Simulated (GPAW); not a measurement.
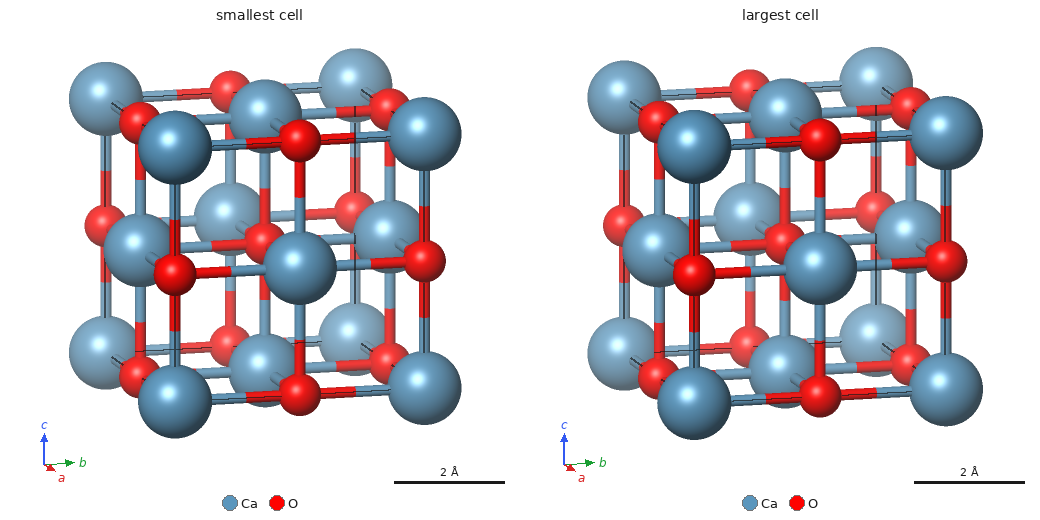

CaO, rock salt (NaCl type), space group Fm-3m (No. 225), relaxed (cell and atoms, zero pressure) with five choices of dispersion term on top of PBEsol; the smallest and the largest of the relaxed conventional cells are drawn to one scale (sticks follow a distance rule). The start was a structure listed in the Materials Project.

Alike in all runs: GPAW 26.7.0; functional PBEsol; potentials PAW data sets generated in the run's folder for this functional; cutoff 800 eV; k mesh 10 × 10 × 10 on the run's cell of 2 atoms; occupations fermi-dirac, width 0.05 eV; no spin polarisation; no spin-orbit coupling.

| level | volume (Å³/atom) | a (Å) | gap (eV) |
| --- | --- | --- | --- |
| D4 | ? | ? | ? |
| D3(BJ) | 13.25 | 4.733 | 3.57 |
| D3 | 13.36 | 4.746 | 3.58 |
| none | 13.62 | 4.777 | 3.58 |
| D3(BJ)-ATM | 13.27 | 4.735 | 3.57 |

> What does D4 give?

Volume 13.47 Å³/atom; a 4.759 Å; gap 3.58 eV. That is between D3 and none in volume.

> Order the levels by the relaxed volume, smallest first.

D3(BJ) (13.25 Å³/atom), D3(BJ)-ATM (13.27 Å³/atom), D3 (13.36 Å³/atom), D4 (13.47 Å³/atom), none (13.62 Å³/atom). Rows within a few tenths of a per cent can't be told apart.

Gaps are the least found on the k-mesh, which can miss the band edges.

Caveat: later steps reuse the first step's grids.
